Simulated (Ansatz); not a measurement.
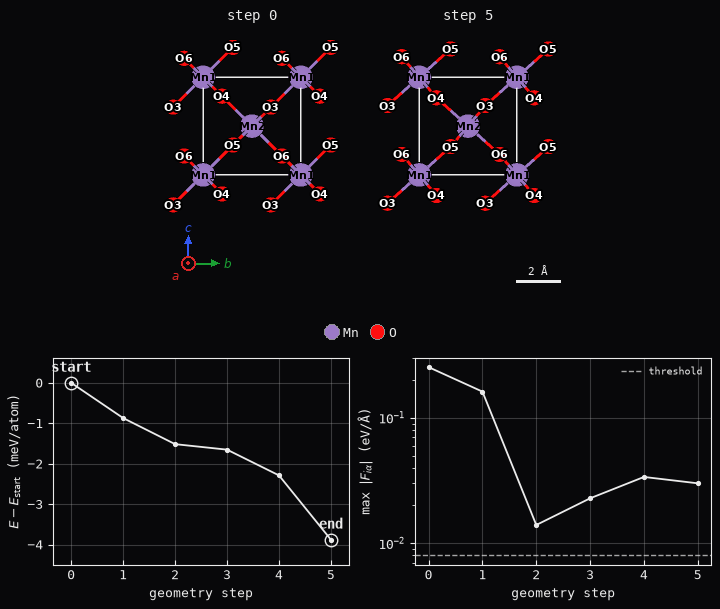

First and last geometry of a relaxation of crystalline MnO₂ (set up in P2_1/c), with the history of the run. The picture is a ball-and-stick view of the cell of the calculation, reduced to other axes, seen along the a axis. Lengths and directions refer to the drawn axes.

Case: shear of c along a, cell held, atoms relaxed: +4.0 %.

All numbers below come from DFT PBE+U, scalar-relativistic, plane waves, PAW (Ansatz). (plane-wave cutoff 420 eV; k-point mesh 8 × 8 × 12; occupations gaussian; smearing width 0.1 eV; U Mn 3.9 eV; collinear spin; atoms relaxed in a fixed cell; force threshold 0.008 eV/Å; at most 40 steps)

**Did the run converge, and what did it change?**

The run was cut off at its time limit before the relaxation converged, so the last structure is only a point on the way. After 5 geometry steps the energy has fallen by 3.9 meV per atom. The largest force component goes from 0.25 to 0.03 eV/Å. The largest moves, 0.11 Å, are those of O3, O4, O5 and O6. O5 goes along [−1 2 −2]. Mn stays in place. The lattice vectors keep their values. Near-neighbour distances that change, for instance: Mn1–O4 1.887 → 1.902 Å, Mn1–O4 (another image) 1.940 → 1.930 Å. The space group stays P2_1/c (No. 14). The run took 7.2 min on 1 thread of Arm Neoverse V2, on a shared host, peak memory 1.2 GiB.
